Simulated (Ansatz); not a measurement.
```
CELL_PARAMETERS angstrom
3.77847 0.00000 0.00000
-1.88923 3.27225 0.00000
0.00000 0.00000 18.93804
ATOMIC_POSITIONS crystal
La 0.00000 0.00000 0.23909
La 0.66667 0.33333 0.57243
La 0.33333 0.66667 0.90576
La 0.66667 0.33333 0.09424
La 0.33333 0.66667 0.42757
La 0.00000 0.00000 0.76091
O 0.33333 0.66667 0.16667
O 0.00000 0.00000 0.50000
O 0.66667 0.33333 0.83333
```

Space group R-3m; a structure generated by program, which may or may not match a known phase.

All numbers below come from DFT PBE, scalar-relativistic, plane waves, PAW (Ansatz 0.2.0).

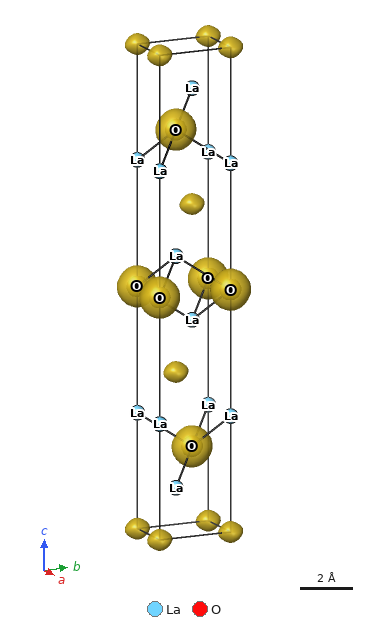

La2O. Isosurface of the electron localisation function at 0.75 (yellow), seen slightly off an axis. Core shells and regions of very low density are left out. Sticks mark near contacts.

Core electrons are frozen (PAW), and the valence fields are smoothed inside the atomic spheres.

> Describe the localisation domains.

The ELF exceeds this value in three regions wrapped around O (the valence shell of each) and three pockets between the atoms, centred on no nucleus (multi-centre or interstitial), counted in one cell of 9 atoms. Regions shared between cells count once. Along the contacts the grid gives the following. La–O (2.58 Å): the ELF is about 0.15 at the midpoint: no localised pair shows between them.

> Metal or insulator at this level of theory?

It is metallic or semimetallic at this level of theory: no gap opens.
